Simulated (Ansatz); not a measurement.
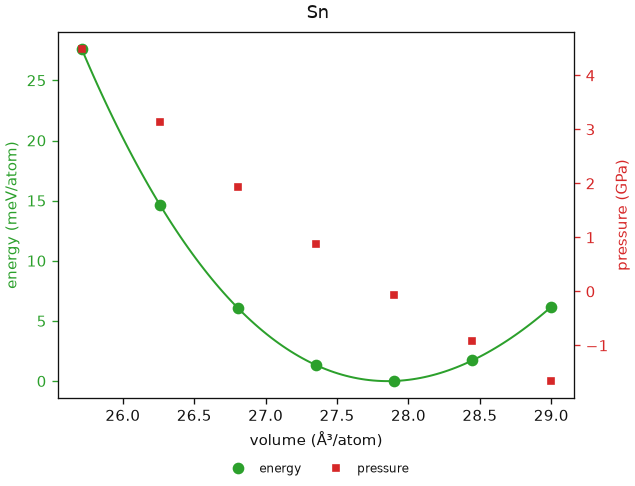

The plot gives the computed energy and pressure against volume for Sn, space group I4/mmm (No. 139).

Structure:
```
Sn
1.0
    -2.02919    2.02919    1.66076
     2.02919   -2.02919    1.66076
     2.02919    2.02919   -1.66076
Sn
1
Direct
  0.00000 0.00000 0.00000
```

Computed with Ansatz 0.2.0: all-electron LAPW DFT, no spin polarisation; energies at scaled volumes of the given cell, shape and fractions fixed, counted from the fit's minimum, third-order Birch-Murnaghan fit. Level: PBE.

k mesh 10×10×10; occupations Fermi–Dirac; smearing width 0.05 eV; potentials all electron LAPW, scalar relativistic; program settings basis error eV/atom 0.0005.

Question: What equilibrium volume and bulk modulus follow from the curve?

Answer: A third-order Birch–Murnaghan fit gives V0 = 27.85 Å³/atom, B0 = 45.6 GPa and B′ = 5.1.

Question: How does the pressure vary with volume?

Answer: It falls from 4.49 GPa at volume 25.71 Å³/atom to −1.66 GPa at 28.99 Å³/atom, and changes sign near 27.86 Å³/atom.

Note: shape and atomic fractions are frozen while scaling, which makes layered, chain and framework solids too stiff.
